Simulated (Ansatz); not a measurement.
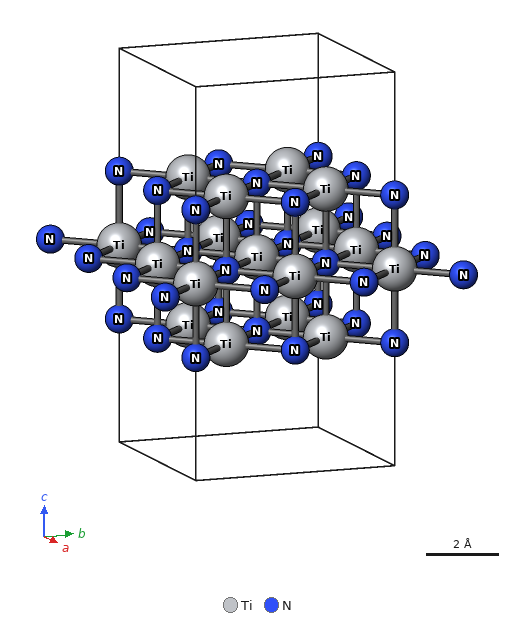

The structure as given in the input (ball-and-stick view of the cell of the calculation, with the vacuum cut short, seen slightly off an axis; bonded neighbours outside the cell are drawn too). An atom can appear more than once, as a periodic image. Near neighbours in the periodic cell (some may lie outside the picture): Ti has 5 N at 2.10 Å; N has 5 Ti at 2.10 Å; Ti has 6 N at 2.10 Å; N has 6 Ti at 2.10 Å.

Geometry relaxation, with input and output: TiN (part 1 of 3)

The run: geometry relaxation of TiN (slab, 24 atoms in the cell). Method and program: DFT PBE+D3(BJ), scalar-relativistic, plane waves, PAW, no spin polarisation (Ansatz 0.2.0).

The structure derives from an entry of the Crystallography Open Database. The input holds or restrains some coordinates. Forces given for the steps count only the free coordinates. It belongs to a series of runs on one base structure; here: clean slab, lower planes held.

**The input**
```yaml
crystal:
  lattice:
    - [5.9476498275, 0.0, 0.0]
    - [0.0, 5.9476498275, 0.0]
    - [0.0, 0.0, 20.2056235252]
  atoms:
    - { symbol: Ti, position: [0.25, 0.25, 0.3959293803] }
    - { symbol: Ti, position: [0.25, 0.75, 0.3959293803] }
    - { symbol: Ti, position: [0.75, 0.25, 0.3959293803] }
    - { symbol: Ti, position: [0.75, 0.75, 0.3959293803] }
    - { symbol: "N", position: [0.5, 0.5, 0.3959293803] }
    - { symbol: "N", position: [0.5, 0.0, 0.3959293803] }
    - { symbol: "N", position: [0.0, 0.5, 0.3959293803] }
    - { symbol: "N", position: [0.0, 0.0, 0.3959293803] }
    - { symbol: Ti, position: [0.5, 0.5, 0.5] }
    - { symbol: Ti, position: [0.5, 0.0, 0.5] }
    - { symbol: Ti, position: [0.0, 0.5, 0.5] }
    - { symbol: Ti, position: [0.0, 0.0, 0.5] }
    - { symbol: "N", position: [0.75, 0.75, 0.5] }
    - { symbol: "N", position: [0.75, 0.25, 0.5] }
    - { symbol: "N", position: [0.25, 0.75, 0.5] }
    - { symbol: "N", position: [0.25, 0.25, 0.5] }
    - { symbol: Ti, position: [0.75, 0.75, 0.6040706197] }
    - { symbol: Ti, position: [0.75, 0.25, 0.6040706197] }
    - { symbol: Ti, position: [0.25, 0.75, 0.6040706197] }
    - { symbol: Ti, position: [0.25, 0.25, 0.6040706197] }
    - { symbol: "N", position: [0.0, 0.0, 0.6040706197] }
    - { symbol: "N", position: [0.0, 0.5, 0.6040706197] }
    - { symbol: "N", position: [0.5, 0.0, 0.6040706197] }
    - { symbol: "N", position: [0.5, 0.5, 0.6040706197] }
basis:
  ecutwfc: 420
kpoints:
  mp_grid: { grid: [3, 3, 1] }
hamiltonian:
  xc: pbe
  dispersion: d3bj
scf:
  occupations: { method: gaussian, width: 0.1 }
output:
  forces: true
  eigenvalues: true
  write_density: true
  write_potential: true
  elf: true
  volumetric_format: npy
relax:
  adjacent_minimum: "off"
  f_tol: 0.03
  max_steps: 70
  constraints: [{ sites: [0, 1, 2, 3, 4, 5, 6, 7] }]
efield:
  axis: 3
  dipole_correction: true
  ramp_width: 0.04
```

Run on 8 threads of Arm Neoverse V1, 24 GiB of memory available, shared host.

Launch command:
```bash
ansatz run input.yaml --threads 8 --pin off --max-ram 20480MiB --backend cpu --events-out ev --progress --plain --runs-dir out
```

**Log**
```
Engine: ansatz 0.2.0, aarch64-unknown-linux-gnu
Pseudopotentials: kind: paw
Pseudopotential: Ti, paw, valence charge 12, recommended cutoff 420 eV (normal), Ti.paw.azcp
Pseudopotential: N, paw, valence charge 5, recommended cutoff 420 eV (normal), N.paw.azcp
Functional definition: PBE
  parameter kappa = 0.804
  parameter beta = 0.06672455060314922
  exchange = pbe_x(kappa = kappa, mu = beta*pi^2/3)
  correlation = pbe_c(beta = beta)
Crystal: 24 atoms, lattice volume = 714.765 Å³
Basis set: ecut = 420 eV, 13859 PW (Γ), exchange–correlation on 80×80×288 points (8 copies of the dense FFT grid, shifted against one another)
Bands: 126, of which v1, the nominal top of the filled ones, is band 102 counted from 1 (101 counted from 0)
Symmetry: 32 space group operations
k-points: 3 of 9
Non-local potential: Ti, projectors of the file, l = 0: 3, l = 1: 2, l = 2: 3, l = 3: 1
Non-local potential: N, projectors of the file, l = 0: 2, l = 1: 2, l = 2: 1
PAW form: soft (Blöchl's): semilocal exchange-correlation on the pseudo side does not see the compensation charge
PAW one-centre angular grid: Ti, 590 points (default); XC on 64 Gauss nodes
PAW one-centre angular grid: N, 110 points (default); XC on 64 Gauss nodes
Initial density: superposition of atomic densities (neutral atoms: chi_scale 0, normalization atom), corrected by the library's trained network
Initial wavefunctions: pseudopotential atomic-orbital guess
Functional: x = pbe(κ = 0.804, μ = 0.2195149727645171), c = pbe(β = 0.06672455060314922)
SCF iter   1: F=—  HF=-34646.250986 eV  |F-HF|=—  |Δ(HF+E_count)|=         —  Δρ=3.02e-3  dr2=4.90e-2  ethr=1.77e-3  p=0.000 e·Å  D=9.40e-14 V/Å  ΔV_dip=-0.00 eV  dr2_dipole=7.17e-6  V_vac-E_F(+/−)=2.81/2.81 eV  ⟨swp⟩=9.3  Hψ=1814  notcnv=0
efield: sawtooth ramp at fractional position 0.9800 (placed from the atoms, in the widest stretch of the axis that holds none; the zero of the levels goes with the place), width 0.0400; the density the first Hamiltonian is built on has a dipole p = 0.000 e·Å; the dipole correction subtracts the counter field D = 9.40e-14 V/Å, which shifts the + side's vacuum level by -0.00 eV against the − side's; the planar-averaged density in the ramp window peaks in size at 1.3e-5 e/Å³
preconditioner: auto → LDOS  [insulator: Δε(μ)=0.300 eV  Ē_g=7.870 eV  σ=0.100 eV  W_gap=0.66  n_scr=130 (ndim 8)  ℏωp=14.4 eV  f_vac=0.615  D(μ)=16.87/eV (n_scr^D=92)  ε∞_Penn≈4.4  β→1.0]
SCF iter   2: F=—  HF=-34646.262259 eV  |F-HF|=—  |Δ(HF+E_count)|=   1.13e-2  Δρ=1.33e-3  dr2=1.12e-2  ethr=2.40e-5  p=-0.000 e·Å  D=-7.02e-5 V/Å  ΔV_dip=0.00 eV  dr2_dipole=7.96e-7  V_vac-E_F(+/−)=2.71/2.71 eV  ⟨swp⟩=3.0  Hψ=804  notcnv=0  defer=11
SCF iter   3: F=—  HF=-34646.261859 eV  |F-HF|=—  |Δ(HF+E_count)|=   4.00e-4  Δρ=5.03e-4  dr2=4.23e-3  ethr=5.49e-6  p=-0.000 e·Å  D=-4.77e-5 V/Å  ΔV_dip=0.00 eV  dr2_dipole=1.21e-6  V_vac-E_F(+/−)=2.70/2.70 eV  ⟨swp⟩=2.7  Hψ=627  notcnv=0  defer=11
SCF iter   4: F=—  HF=-34646.261561 eV  |F-HF|=—  |Δ(HF+E_count)|=   2.98e-4  Δρ=1.31e-4  dr2=3.71e-4  ethr=2.08e-6  p=-0.000 e·Å  D=-3.46e-5 V/Å  ΔV_dip=0.00 eV  dr2_dipole=3.12e-7  V_vac-E_F(+/−)=2.69/2.69 eV  ⟨swp⟩=3.0  Hψ=604  notcnv=0  defer=11
SCF iter   5: F=—  HF=-34646.261625 eV  |F-HF|=—  |Δ(HF+E_count)|=   6.46e-5  Δρ=9.67e-5  dr2=1.87e-4  ethr=1.82e-7  p=-0.000 e·Å  D=-2.14e-5 V/Å  ΔV_dip=0.00 eV  dr2_dipole=3.14e-8  V_vac-E_F(+/−)=2.69/2.69 eV  ⟨swp⟩=2.7  Hψ=524  notcnv=0  defer=5
SCF iter   6: F=-34646.261595 eV  HF=-34646.261611 eV  |F-HF|=1.64e-5  |Δ(HF+E_count)|=   1.44e-5  Δρ=2.19e-5  dr2=2.04e-5  ethr=1.10e-8  p=-0.000 e·Å  D=-1.22e-5 V/Å  ΔV_dip=0.00 eV  dr2_dipole=1.00e-8  V_vac-E_F(+/−)=2.70/2.70 eV  ⟨swp⟩=26.7  Hψ=4024  notcnv=0
SCF 1 converged in 6 iterations: F = -34646.261595 eV  dr2 = 2.04e-5
  greatest PAW one-centre occupation: 0.999 electrons in one spin orbital (limit 2), on the Ti atom at site 11 (counted from 0), in its partial waves of l = 0
relax step   1: F+E_penalty+E_count = -34646.26159465 eV  Δ(F+E_penalty+E_count) = +0.000e0 eV  max|allowed force component| = 1.747e0 eV/Å  Δτ_max = 0.0000 Å  (6 SCF iters, dr2 threshold 2.25e-5 eV, accepted)
Initial density: handed on by an earlier stage of this run
Initial wavefunctions: those handed on with the density
iter 1 solved again at ethr=2.74e-4 eV; its pass at ethr=3.10e-3 eV (dr2=5.59e-1 eV) is discarded
SCF iter   1: F=—  HF=-34646.905243 eV  |F-HF|=—  |Δ(HF+E_count)|=         —  Δρ=5.68e-3  dr2=6.36e-1  ethr=2.74e-4  p=-0.000 e·Å  D=-9.37e-6 V/Å  ΔV_dip=0.00 eV  dr2_dipole=1.01e-1  V_vac-E_F(+/−)=2.80/2.80 eV  ⟨swp⟩=1.7  Hψ=1274  notcnv=0  defer=28
efield: sawtooth ramp at fractional position 0.9800 (handed on by an earlier solve), width 0.0400; the density the first Hamiltonian is built on has a dipole p = -0.000 e·Å; the dipole correction subtracts the counter field D = -9.37e-6 V/Å, which shifts the + side's vacuum level by +0.00 eV against the − side's; the planar-averaged density in the ramp window peaks in size at 6.3e-6 e/Å³
eigensolver tolerance schedule calibrated: the retry pair's looser diagonalisation under-reported the residual by θ = 0.12 (0.11/decade); ethr = c·dr2/N_el runs at the constant in force after the calibration composes with the one it found (an armed cap, an earlier calibration), c = 7.6e-2
preconditioner: auto → LDOS  [metal: Δε(μ)=0.035 eV  Ē_g=7.955 eV  σ=0.100 eV  W_gap=0.19  n_scr=130 (ndim 8)  ℏωp=14.4 eV  f_vac=0.618  D(μ)=16.09/eV (n_scr^D=92)  β→1.0]
SCF iter   2: F=—  HF=-34646.876128 eV  |F-HF|=—  |Δ(HF+E_count)|=   2.91e-2  Δρ=3.52e-3  dr2=9.06e-2  ethr=2.36e-4  p=-0.027 e·Å  D=-6.92e-3 V/Å  ΔV_dip=0.14 eV  dr2_dipole=2.00e-3  V_vac-E_F(+/−)=2.74/2.60 eV  ⟨swp⟩=2.3  Hψ=533  notcnv=0  defer=28
SCF iter   3: F=—  HF=-34646.876182 eV  |F-HF|=—  |Δ(HF+E_count)|=   5.48e-5  Δρ=2.86e-3  dr2=9.73e-2  ethr=3.36e-5  p=-0.019 e·Å  D=-4.69e-3 V/Å  ΔV_dip=0.09 eV  dr2_dipole=2.17e-3  V_vac-E_F(+/−)=2.73/2.63 eV  ⟨swp⟩=2.7  Hψ=620  notcnv=0  defer=36
SCF iter   4: F=—  HF=-34646.863224 eV  |F-HF|=—  |Δ(HF+E_count)|=   1.30e-2  Δρ=5.80e-4  dr2=3.55e-3  ethr=3.36e-5  p=-0.021 e·Å  D=-5.21e-3 V/Å  ΔV_dip=0.11 eV  dr2_dipole=7.96e-5  V_vac-E_F(+/−)=2.72/2.61 eV  ⟨swp⟩=2.0  Hψ=562  notcnv=0  defer=30
SCF iter   5: F=—  HF=-34646.862976 eV  |F-HF|=—  |Δ(HF+E_count)|=   2.48e-4  Δρ=2.11e-4  dr2=8.61e-4  ethr=1.32e-6  p=-0.021 e·Å  D=-5.40e-3 V/Å  ΔV_dip=0.11 eV  dr2_dipole=2.21e-4  V_vac-E_F(+/−)=2.71/2.60 eV  ⟨swp⟩=2.7  Hψ=718  notcnv=0  defer=30
SCF iter   6: F=—  HF=-34646.862949 eV  |F-HF|=—  |Δ(HF+E_count)|=   2.71e-5  Δρ=6.79e-5  dr2=1.13e-4  ethr=3.19e-7  p=-0.020 e·Å  D=-5.10e-3 V/Å  ΔV_dip=0.10 eV  dr2_dipole=2.73e-5  V_vac-E_F(+/−)=2.71/2.61 eV  ⟨swp⟩=2.0  Hψ=456  notcnv=0  defer=30
SCF iter   7: F=-34646.862950 eV  HF=-34646.862954 eV  |F-HF|=3.55e-6  |Δ(HF+E_count)|=   5.25e-6  Δρ=1.74e-5  dr2=4.18e-6  ethr=3.71e-8  p=-0.020 e·Å  D=-4.98e-3 V/Å  ΔV_dip=0.10 eV  dr2_dipole=1.11e-6  V_vac-E_F(+/−)=2.71/2.61 eV  ⟨swp⟩=32.0  Hψ=4215  notcnv=0
SCF 2 converged in 7 iterations: F = -34646.862950 eV  dr2 = 4.18e-6
relax step   2: F+E_penalty+E_count = -34646.86295029 eV  Δ(F+E_penalty+E_count) = -6.014e-1 eV  max|allowed force component| = 5.667e-1 eV/Å  Δτ_max = 0.1066 Å  (7 SCF iters, dr2 threshold 1.00e-4 eV, accepted)
SCF iter   1: F=—  HF=-34646.999668 eV  |F-HF|=—  |Δ(HF+E_count)|=         —  Δρ=5.06e-3  dr2=6.21e-1  ethr=1.92e-3  p=-0.020 e·Å  D=-4.98e-3 V/Å  ΔV_dip=0.10 eV  dr2_dipole=8.54e-2  V_vac-E_F(+/−)=2.78/2.68 eV  ⟨swp⟩=3.7  Hψ=706  notcnv=0  defer=40
efield: sawtooth ramp at fractional position 0.9800 (handed on by an earlier solve), width 0.0400; the density the first Hamiltonian is built on has a dipole p = -0.020 e·Å; the dipole correction subtracts the counter field D = -4.98e-3 V/Å, which shifts the + side's vacuum level by +0.10 eV against the − side's; the planar-averaged density in the ramp window peaks in size at 3.9e-6 e/Å³
preconditioner: auto → LDOS  [metal: Δε(μ)=0.035 eV  Ē_g=7.997 eV  σ=0.100 eV  W_gap=0.19  n_scr=130 (ndim 8)  ℏωp=14.4 eV  f_vac=0.622  D(μ)=18.66/eV (n_scr^D=120)  β→1.0]
SCF iter   2: F=—  HF=-34646.969029 eV  |F-HF|=—  |Δ(HF+E_count)|=   3.06e-2  Δρ=3.43e-3  dr2=1.81e-1  ethr=3.04e-4  p=-0.043 e·Å  D=-1.08e-2 V/Å  ΔV_dip=0.22 eV  dr2_dipole=2.87e-2  V_vac-E_F(+/−)=2.83/2.61 eV  ⟨swp⟩=2.3  Hψ=620  notcnv=0  defer=36
SCF iter   3: F=—  HF=-34646.971106 eV  |F-HF|=—  |Δ(HF+E_count)|=   2.08e-3  Δρ=3.55e-3  dr2=1.22e-1  ethr=8.88e-5  p=-0.052 e·Å  D=-1.32e-2 V/Å  ΔV_dip=0.27 eV  dr2_dipole=7.34e-5  V_vac-E_F(+/−)=2.86/2.59 eV  ⟨swp⟩=2.0  Hψ=534  notcnv=0  defer=36
SCF iter   4: F=—  HF=-34646.952184 eV  |F-HF|=—  |Δ(HF+E_count)|=   1.89e-2  Δρ=8.22e-4  dr2=6.66e-3  ethr=5.99e-5  p=-0.059 e·Å  D=-1.49e-2 V/Å  ΔV_dip=0.30 eV  dr2_dipole=8.99e-5  V_vac-E_F(+/−)=2.87/2.57 eV  ⟨swp⟩=2.0  Hψ=546  notcnv=0  defer=36
SCF iter   5: F=—  HF=-34646.951362 eV  |F-HF|=—  |Δ(HF+E_count)|=   8.22e-4  Δρ=2.90e-4  dr2=1.30e-3  ethr=3.26e-6  p=-0.064 e·Å  D=-1.61e-2 V/Å  ΔV_dip=0.33 eV  dr2_dipole=1.02e-6  V_vac-E_F(+/−)=2.88/2.55 eV  ⟨swp⟩=3.0  Hψ=641  notcnv=0  defer=36
SCF iter   6: F=—  HF=-34646.951423 eV  |F-HF|=—  |Δ(HF+E_count)|=   6.12e-5  Δρ=1.03e-4  dr2=2.09e-4  ethr=6.35e-7  p=-0.067 e·Å  D=-1.71e-2 V/Å  ΔV_dip=0.34 eV  dr2_dipole=1.44e-5  V_vac-E_F(+/−)=2.89/2.54 eV  ⟨swp⟩=2.3  Hψ=401  notcnv=0  defer=36
SCF iter   7: F=-34646.951424 eV  HF=-34646.951434 eV  |F-HF|=9.71e-6  |Δ(HF+E_count)|=   1.07e-5  Δρ=2.60e-5  dr2=1.16e-5  ethr=9.84e-9  p=-0.069 e·Å  D=-1.75e-2 V/Å  ΔV_dip=0.35 eV  dr2_dipole=1.78e-6  V_vac-E_F(+/−)=2.89/2.54 eV  ⟨swp⟩=34.0  Hψ=4168  notcnv=0
SCF 3 converged in 7 iterations: F = -34646.951424 eV  dr2 = 1.16e-5
  Residual-converged pass: ⟨swp⟩=1.0  Hψ=390  notcnv=0  max |occ|·‖R‖ = 6.7e-9 eV (tolerance 1.0e-8 eV)  dr2=1.16e-5  dr2_onsite=3.68e-7  max |Δocc| = 3.7e-11
  greatest PAW one-centre occupation: 0.999 electrons in one spin orbital (limit 2), on the Ti atom at site 19 (counted from 0), in its partial waves of l = 0
relax step   3: F+E_penalty+E_count = -34646.95142400 eV  Δ(F+E_penalty+E_count) = -8.847e-2 eV  max|allowed force component| = 1.288e-1 eV/Å  Δτ_max = 0.0726 Å  (7 SCF iters, dr2 threshold 2.01e-5 eV, accepted)
```
